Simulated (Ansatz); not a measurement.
**Single-point calculation, with input and output: SnO (part 1 of 2)**

The run: single-point calculation of SnO (32 atoms in the cell). Method and program: DFT PBE, scalar-relativistic, plane waves, PAW, no spin polarisation (Ansatz 0.2.0).

The structure derives from a Materials Project entry. It belongs to a series of runs on one base structure; here: the perfect crystal in a cell of 32 atoms.

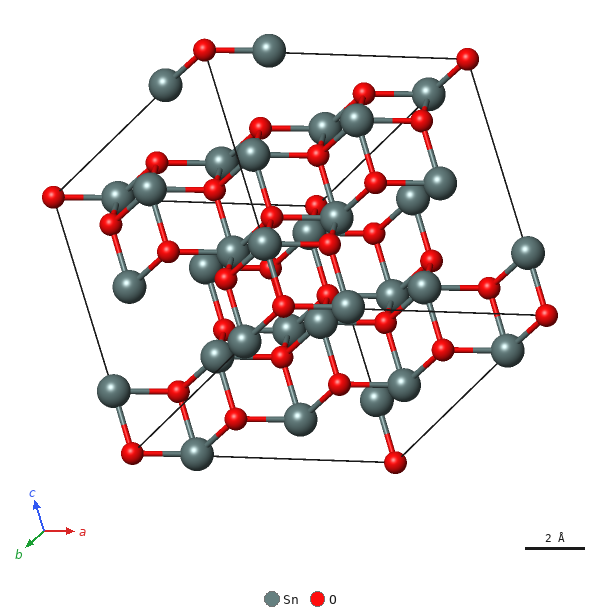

The input geometry (ball-and-stick view of the cell of the calculation, seen at an oblique angle). An atom can appear more than once, as a periodic image. Near neighbours in the periodic cell (some may lie outside the picture): Sn has 4 O at 2.25 Å; O has 4 Sn at 2.25 Å.

**Input**
```yaml
crystal:
  lattice:
    - [0.0, 7.7365256589, 5.0662403107]
    - [0.0, -7.7365256589, 5.0662403107]
    - [7.7365256589, 0.0, -5.0662403107]
  atoms:
    - { symbol: Sn, position: [0.4893878372, 0.7393878372, 0.0] }
    - { symbol: Sn, position: [0.2393878372, 0.9893878372, 0.0] }
    - { symbol: Sn, position: [0.7393878372, 0.4893878372, 0.0] }
    - { symbol: Sn, position: [0.9893878372, 0.2393878372, 0.0] }
    - { symbol: Sn, position: [0.2393878372, 0.4893878372, 0.5] }
    - { symbol: Sn, position: [0.4893878372, 0.2393878372, 0.5] }
    - { symbol: Sn, position: [0.9893878372, 0.7393878372, 0.5] }
    - { symbol: Sn, position: [0.7393878372, 0.9893878372, 0.5] }
    - { symbol: Sn, position: [0.0106121628, 0.0106121628, 0.25] }
    - { symbol: Sn, position: [0.7606121628, 0.2606121628, 0.25] }
    - { symbol: Sn, position: [0.2606121628, 0.7606121628, 0.25] }
    - { symbol: Sn, position: [0.5106121628, 0.5106121628, 0.25] }
    - { symbol: Sn, position: [0.7606121628, 0.7606121628, 0.75] }
    - { symbol: Sn, position: [0.0106121628, 0.5106121628, 0.75] }
    - { symbol: Sn, position: [0.5106121628, 0.0106121628, 0.75] }
    - { symbol: Sn, position: [0.2606121628, 0.2606121628, 0.75] }
    - { symbol: O, position: [0.0, 0.25, 0.25] }
    - { symbol: O, position: [0.75, 0.5, 0.25] }
    - { symbol: O, position: [0.25, 0.0, 0.25] }
    - { symbol: O, position: [0.5, 0.75, 0.25] }
    - { symbol: O, position: [0.75, 0.0, 0.75] }
    - { symbol: O, position: [0.0, 0.75, 0.75] }
    - { symbol: O, position: [0.5, 0.25, 0.75] }
    - { symbol: O, position: [0.25, 0.5, 0.75] }
    - { symbol: O, position: [0.0, 0.5, 0.5] }
    - { symbol: O, position: [0.75, 0.75, 0.5] }
    - { symbol: O, position: [0.25, 0.25, 0.5] }
    - { symbol: O, position: [0.5, 0.0, 0.5] }
    - { symbol: O, position: [0.75, 0.25, 0.0] }
    - { symbol: O, position: [0.0, 0.0, 0.0] }
    - { symbol: O, position: [0.5, 0.5, 0.0] }
    - { symbol: O, position: [0.25, 0.75, 0.0] }
basis:
  ecutwfc: 420
  xc_grid: 2
kpoints:
  mp_grid: { grid: [3, 3, 3], shift: [0.0, 0.0, 0.0] }
hamiltonian:
  xc: pbe
scf:
  occupations: { method: gaussian, width: 0.02 }
output:
  forces: true
  stress: true
  eigenvalues: true
```

Run on 4 threads of Intel Xeon @ 2.50GHz (Skylake/Cascade Lake), 189 GiB of memory available, shared host.

Launched with:
```bash
ansatz run input.yaml --threads 4 --pin off --max-ram 10240MiB --backend cpu --events-out ev --progress --plain --runs-dir out
```

**Log**
```
Engine: ansatz 0.2.0, x86_64-unknown-linux-gnu
Pseudopotentials: kind: paw
Pseudopotential: Sn, paw, valence charge 14, recommended cutoff 420 eV (normal), Sn.paw.azcp
Pseudopotential: O, paw, valence charge 6, recommended cutoff 420 eV (normal), O.paw.azcp
Functional definition: PBE
  parameter kappa = 0.804
  parameter beta = 0.06672455060314922
  exchange = pbe_x(kappa = kappa, mu = beta*pi^2/3)
  correlation = pbe_c(beta = beta)
Crystal: 32 atoms, lattice volume = 606.468 Å³
Basis set: ecut = 420 eV, 11877 PW (Γ), exchange–correlation on 128×128×128 points (8 copies of the dense FFT grid, shifted against one another)
Bands: 192, of which v1, the nominal top of the filled ones, is band 160 counted from 1 (159 counted from 0)
Symmetry: 128 space group operations
Space group: P4/nmm (ITA 129), of the structure as read, at distance tolerance 8.5e-5 Å
k-points: 6 of 27
Non-local potential: Sn, projectors of the file, l = 0: 2, l = 1: 2, l = 2: 2, l = 3: 2
Non-local potential: O, projectors of the file, l = 0: 2, l = 1: 2, l = 2: 1
PAW form: soft (Blöchl's): semilocal exchange-correlation on the pseudo side does not see the compensation charge
PAW one-centre angular grid: Sn, 590 points (default); XC on 64 Gauss nodes
PAW one-centre angular grid: O, 110 points (default); XC on 64 Gauss nodes
Initial density: superposition of atomic densities (neutral atoms: chi_scale 0, normalization atom), corrected by the library's trained network
Initial wavefunctions: pseudopotential atomic-orbital guess
Functional: x = pbe(κ = 0.804, μ = 0.2195149727645171), c = pbe(β = 0.06672455060314922)
SCF iter   1: F=—  HF=-105467.229182 eV  |F-HF|=—  |Δ(HF+E_count)|=         —  Δρ=1.27e-3  dr2=8.39e-3  ethr=1.77e-3  ⟨swp⟩=6.3  Hψ=4539  notcnv=0  defer=10
preconditioner: auto → Resta (q_TF=auto, 2.453 Å⁻¹)  ε∞=3.3  [insulator: Δε(μ)=0.503 eV  Ē_g=17.853 eV  σ=0.020 eV  W_gap=1.00  n_scr=158 (ndim 8)  ℏωp=27.0 eV  f_vac=0.033  D(μ)=0.00/eV (n_scr^D=0)  ε∞_Penn≈3.3]
SCF iter   2: F=—  HF=-105467.238371 eV  |F-HF|=—  |Δ(HF+E_count)|=   9.19e-3  Δρ=8.59e-4  dr2=2.75e-3  ethr=2.62e-6  ⟨swp⟩=2.3  Hψ=2314  notcnv=0  defer=152
SCF iter   3: F=—  HF=-105467.241846 eV  |F-HF|=—  |Δ(HF+E_count)|=   3.48e-3  Δρ=3.65e-4  dr2=8.32e-4  ethr=8.59e-7  ⟨swp⟩=2.0  Hψ=1476  notcnv=0  defer=116
automatic band count: iteration 3 solves 186 bands in place of 192: the levels show a gap, and the empty bands left out lie too high to hold charge; the band table lists the bands solved (type scf.n_extra_bands for more)
SCF iter   4: F=—  HF=-105467.242343 eV  |F-HF|=—  |Δ(HF+E_count)|=   4.97e-4  Δρ=8.70e-5  dr2=6.34e-5  ethr=2.60e-7  ⟨swp⟩=2.0  Hψ=1472  notcnv=0  defer=116
SCF iter   5: F=—  HF=-105467.242350 eV  |F-HF|=—  |Δ(HF+E_count)|=   7.50e-6  Δρ=2.64e-5  dr2=4.20e-6  ethr=1.98e-8  ⟨swp⟩=3.0  Hψ=1958  notcnv=0  defer=116
SCF iter   6: F=—  HF=-105467.242355 eV  |F-HF|=—  |Δ(HF+E_count)|=   5.34e-6  Δρ=7.67e-6  dr2=3.60e-7  ethr=1.31e-9  ⟨swp⟩=2.0  Hψ=1660  notcnv=0  defer=116
SCF iter   7: F=-105467.242356 eV  HF=-105467.242356 eV  |F-HF|=2.12e-8  |Δ(HF+E_count)|=   5.95e-7  Δρ=1.66e-6  dr2=1.42e-8  ethr=3.13e-11  ⟨swp⟩=10.5  Hψ=4613  notcnv=0
SCF 1 converged in 7 iterations: F = -105467.242356 eV  dr2 = 1.42e-8
  greatest PAW one-centre occupation: 0.993 electrons in one spin orbital (limit 2), on the Sn atom at site 15 (counted from 0), in its partial waves of l = 2
```

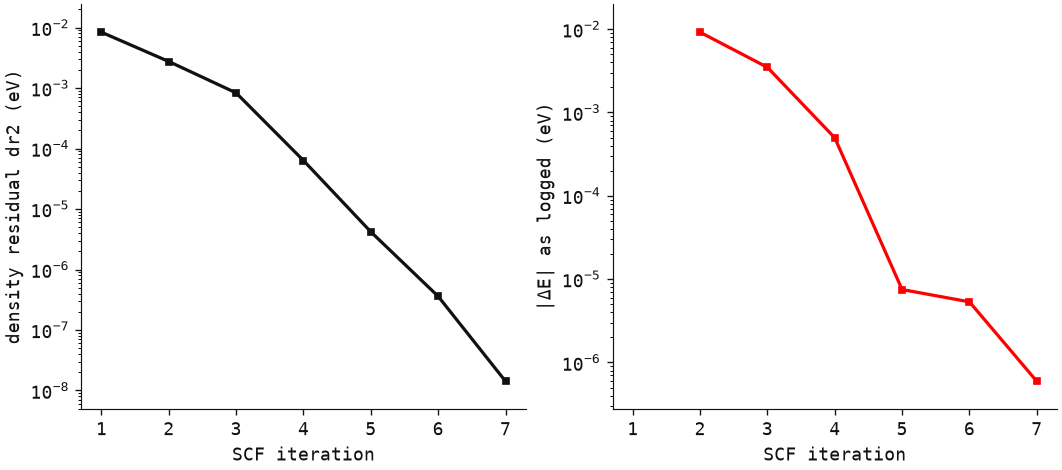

Convergence of the self-consistent field: density residual dr2 and size of the energy change against the SCF iteration. The residual falls at every step.

```
SCF converged after 7 iterations
Free energy (F): -105467.242356 eV
Harris-Foulkes:  -105467.242356 eV  (|F-HF|=2.12e-8)
Internal energy: -105467.242356 eV  (E = F + TS)
E sigma→0 (E₀):  -105467.242356 eV
Fermi energy:    8.989395 eV
--- Per-component energies (eV) ---
  E_band       = -1783.394239
  E_kinetic    = 5773.774068
  E_local      = -23165.830233  (includes V_loc(G=0)·N_el)
  E_nonlocal   = 254.188412
  E_hartree    = 12318.604910
  E_xc         = -7299.415518
  E_vxc        = -3038.306006  (∫ρ·V_xc dr)
  E_paw        = -68704.309502  (= ΣΔE_a)
  E_vpaw       = -6244.471856  (= ΣTr[D̂ρ^β])
  E_aug_tail   = 0.038051  (compensation charges beyond the density's cutoff)
  E_ewald      = -24644.292545
  E_smearing   = -0.000000  (= −TS)
  E_closure    = 0.000000  (closes the sum)
  Σ components = -105467.242356   (vs F -105467.242356, Δ=0.00e0)
--- Forces (eV/Å), atoms counted from 1 ---
  atom   1  Sn     0.00000000     0.00000000    -0.00043116
  atom   2  Sn     0.00000000     0.00000000    -0.00043116
  atom   3  Sn     0.00000000    -0.00000000    -0.00043116
  atom   4  Sn     0.00000000     0.00000000    -0.00043116
  atom   5  Sn     0.00000000    -0.00000000    -0.00043116
  atom   6  Sn     0.00000000    -0.00000000    -0.00043116
  atom   7  Sn     0.00000000     0.00000000    -0.00043116
  atom   8  Sn    -0.00000000     0.00000000    -0.00043116
  atom   9  Sn    -0.00000000     0.00000000     0.00043116
  atom  10  Sn     0.00000000     0.00000000     0.00043116
  atom  11  Sn     0.00000000     0.00000000     0.00043116
  atom  12  Sn     0.00000000     0.00000000     0.00043116
  atom  13  Sn     0.00000000     0.00000000     0.00043116
  atom  14  Sn     0.00000000     0.00000000     0.00043116
  atom  15  Sn     0.00000000    -0.00000000     0.00043116
  atom  16  Sn     0.00000000     0.00000000     0.00043116
  atom  17  O     -0.00000000    -0.00000000    -0.00000000
  atom  18  O      0.00000000     0.00000000     0.00000000
  atom  19  O     -0.00000000    -0.00000000     0.00000000
  atom  20  O      0.00000000     0.00000000    -0.00000000
  atom  21  O     -0.00000000     0.00000000     0.00000000
  atom  22  O     -0.00000000    -0.00000000     0.00000000
  atom  23  O      0.00000000     0.00000000     0.00000000
  atom  24  O     -0.00000000    -0.00000000     0.00000000
  atom  25  O     -0.00000000    -0.00000000     0.00000000
  atom  26  O     -0.00000000     0.00000000     0.00000000
  atom  27  O     -0.00000000    -0.00000000     0.00000000
  atom  28  O      0.00000000     0.00000000    -0.00000000
  atom  29  O     -0.00000000     0.00000000    -0.00000000
  atom  30  O     -0.00000000    -0.00000000    -0.00000000
  atom  31  O      0.00000000     0.00000000    -0.00000000
  atom  32  O      0.00000000    -0.00000000     0.00000000
  max |Σ_I F_I| component: 1.37e-17 eV/Å
--- Stress (GPa, compression-positive) ---
        0.001315      -0.000000       0.000000
        0.000000       0.001315      -0.000000
       -0.000000      -0.000000       0.028070
  P = ⅓ Tr σ = 0.0102 GPa (0.102 kbar)
--- Band table (eV; the first three rows and the last of 6) ---
```
